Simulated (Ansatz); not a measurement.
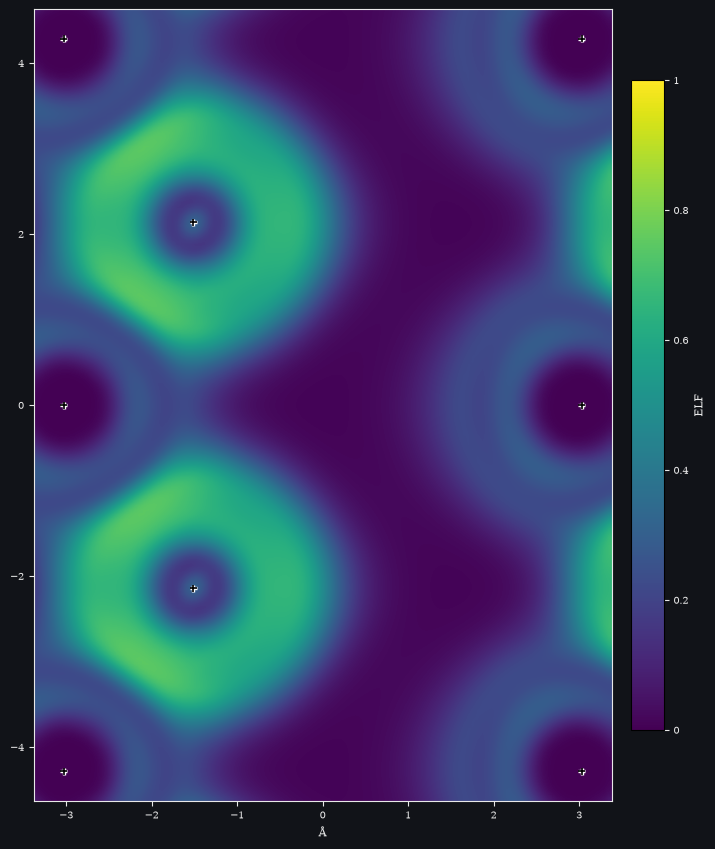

The ELF on a plane through atoms (crosses mark nuclei in the plane).

Method: DFT, PBE, plane-wave PAW, default files, scalar-relativistic, frozen cores in Ansatz 0.2.0.

Candidates:
A. SrTiO$_{3}$, a = 3.90 Å, b = 3.90 Å, c = 3.87 Å, α = 90.00°, β = 90.00°, γ = 90.00°. Space group P4/mmm; computed pressure about 6 GPa in this cell; computed without spin polarisation.
B. InAs, a = 6.06 Å, b = 6.06 Å, c = 6.06 Å, α = 90.00°, β = 90.00°, γ = 90.00°. Space group F-43m; computed pressure about 4 GPa in this cell.
C. BaTiO$_{3}$, a = 4.01 Å, b = 4.01 Å, c = 4.01 Å, α = 90.00°, β = 90.00°, γ = 90.00°. Space group Pm-3m; computed without spin polarisation.

> Which candidate gave the map?

Candidate B: InAs on the (110) plane of the conventional cell, which holds In and As. In–As (2.62 Å): the ELF peaks at about 0.75 between the atoms.
